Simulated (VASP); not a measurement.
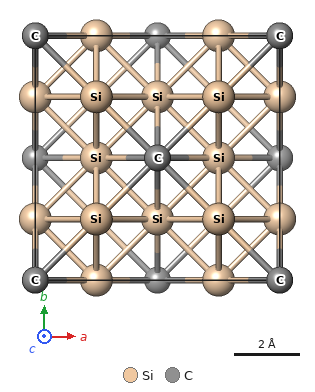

A crystal of Si₆C (a generated structure, set up in Fm-3m), before the relaxation. The picture is a ball-and-stick view of the conventional cell (4 times the calculation's cell), seen along the c axis. Lengths and directions refer to the drawn axes.

The run lets cell and atoms move.

Computed with VASP 6.6.1, Kohn-Sham DFT of a periodic cell, PBE, VASP PAW PBE potentials, recommended.

Input
```
SYSTEM = Si6C
PREC     = Accurate       ! precision mode
ENCUT    = 600            ! plane-wave cutoff, eV
EDIFF    = 1E-6           ! SCF threshold, eV
ISMEAR   = 0              ! smearing method
SIGMA    = 0.1            ! smearing width, eV
LREAL    = .FALSE.        ! projectors in reciprocal space
LASPH    = .TRUE.         ! aspherical terms in the spheres
NELM     = 80             ! most SCF steps
ALGO     = Fast           ! electronic algorithm
ISIF     = 3              ! what is computed and relaxed
LWAVE    = .FALSE.        ! write WAVECAR
LCHARG   = .FALSE.        ! write CHGCAR
GGA      = PE             ! functional
IBRION   = 2              ! ionic algorithm
NSW      = 90             ! ionic steps
EDIFFG   = -0.04          ! ionic threshold
```

Launched with:
```bash
cat potpaw_PBE.64/Si/POTCAR potpaw_PBE.64/C/POTCAR > POTCAR
mpirun -np 1 vasp_std > vasp.out
```

The structure:
```
CELL_PARAMETERS angstrom
0.00000 3.79016 3.79016
3.79016 0.00000 3.79016
3.79016 3.79016 0.00000
ATOMIC_POSITIONS crystal
Si 0.50000 0.50000 0.00000
Si 0.50000 0.00000 0.50000
Si 0.00000 0.00000 0.50000
Si 0.00000 0.50000 0.00000
Si 0.00000 0.50000 0.50000
Si 0.50000 0.00000 0.00000
C 0.00000 0.00000 0.00000
```

Q: Predict the outcome.

A: Over 1 geometry step the energy falls by 36.7 meV per atom. All forces vanish by symmetry, so only the cell relaxes. The pressure goes from −7.29 to 0.43 GPa. No atom moves by more than 0.005 Å relative to the cell. The volume changes by −9.9 %, with a = b = c 7.580 → 7.321 Å (−3.4 %). Among the contacts that change: C–Si 2.680 → 2.589 Å, Si–Si 2.680 → 2.589 Å. The space group stays Fm-3m (No. 225).

History of the run:

| step | E − E(0), meV/atom | pressure, GPa | volume, Å³/atom |
| --- | --- | --- | --- |
| 0 | 0.00 | -7.29 | 15.556 |
| 1 | -36.68 | 0.43 | 14.016 |

After the run, drawn alike:

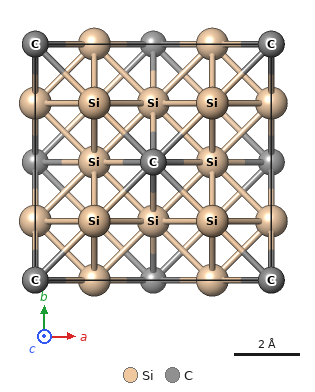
